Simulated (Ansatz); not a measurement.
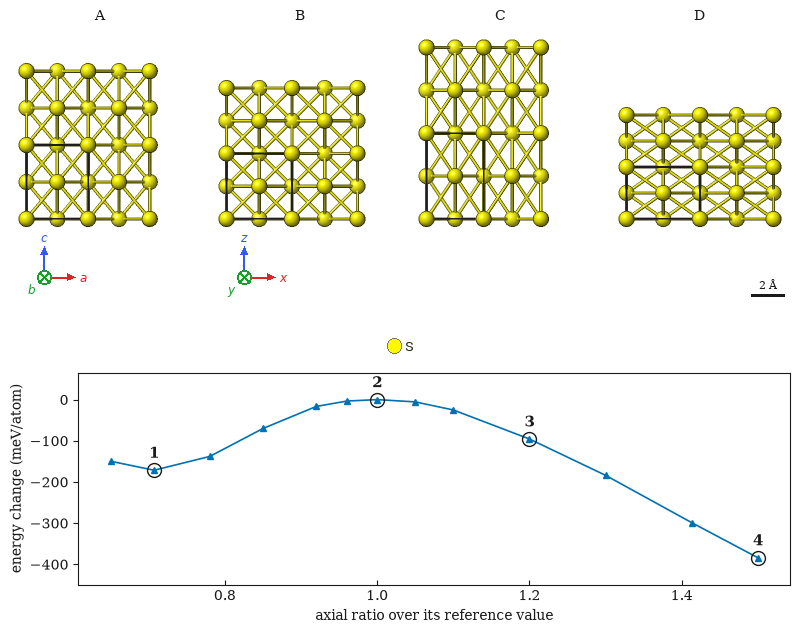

A scan of crystalline S (Fm-3m): the ratio of the cell's length along z to its lengths across, counted as 1 for the reference, is changed at fixed volume (a tetragonal or Bain path), with the atoms kept at their fractional coordinates. x, y and z are the Cartesian axes of the input. The frames are shuffled; the numbered points of the plot belong to them. A ball-and-stick model of the conventional cell (4 times the calculation's cell), repeated 2 × 2 × 2 with one cell outlined, seen along the b axis. Lengths and directions refer to the drawn axes.

All numbers below come from Ansatz, DFT PBE+D3(BJ), scalar-relativistic, plane waves, PAW. Set-up: plane-wave cutoff 420 eV; k-point mesh 22 × 22 × 22; occupations gaussian; smearing width 0.15 eV; no spin polarisation. Energies (free energies at the smearing named) are counted from the cell as listed in its source, which wasn't relaxed.

### Which frame belongs to which numbered point?

Point 1 is frame D (the relative ratio 0.707, −171 meV/atom); 2 is frame B (the relative ratio 1.00, 0 meV/atom); 3 is frame A (the relative ratio 1.20, −96 meV/atom); 4 is frame C (the relative ratio 1.50, −384 meV/atom). Of the computed points the lowest is at the relative ratio 1.50, −384 meV/atom. Further local minima among the points: 0.707 (−171 meV/atom). A local maximum lies at 1.00 (0 meV/atom). The energy is still falling at the end of the range, so the minimum along this coordinate lies there or beyond. The unrelaxed reference is under a pressure of −3.9 GPa. The distortion takes the space group from Fm-3m to I4/mmm, except for Im-3m at 0.707. At the relative ratio 1.50 the cell of the drawing goes a 3.989 → 3.484 Å, b 3.989 → 3.484 Å, c 3.989 → 5.227 Å.
